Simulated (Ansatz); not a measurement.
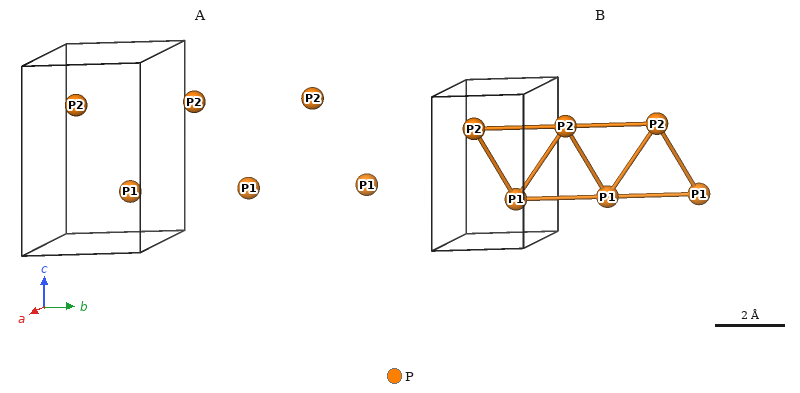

Two geometries of solid P (built on the hcp_194 type) (coarse preliminary run), drawn at one scale. One is the start of a relaxation, the other its converged end. A ball-and-stick model of the cell of the calculation, repeated 1 × 3 × 1 with one cell outlined, seen slightly off an axis.

Method: DFT PBE, scalar-relativistic, plane waves, PAW in Ansatz. Settings: plane-wave cutoff 420 eV; k-point mesh 6 × 6 × 4; occupations gaussian; smearing width 0.1 eV; no spin polarisation; cell and atoms relaxed; force threshold 0.04 eV/Å; at most 70 steps.

**Which geometry has the lower energy?**

Structure B is the relaxed one. Case: hcp type (P6_3/mmc, No. 194). The atoms keep their places relative to the cell (all moves are under 0.005 Å). The drawn cell changes as follows: a = b 3.495 → 2.706 Å (−22.6 %), c 5.673 → 4.605 Å (−18.8 %); the volume changes by −51.3 %. Some distances before and after: P1–P1 3.495 → 2.706 Å, P1–P2 3.481 → 2.783 Å. The space group stays P6_3/mmc (No. 194). Over 7 accepted moves (9 points after the start) the energy falls by 1446 meV per atom. All forces vanish by symmetry, so only the cell relaxes. The pressure goes from −15.96 to 0.00 GPa. The line search rejected the trial step at point 6 of the run. The SCF was repeated once at an unchanged geometry on a basis and grid sized afresh for the cell, which shifted the energy by 0.4 meV per atom at most. The run took of the order of 9 core-seconds on a shared host.
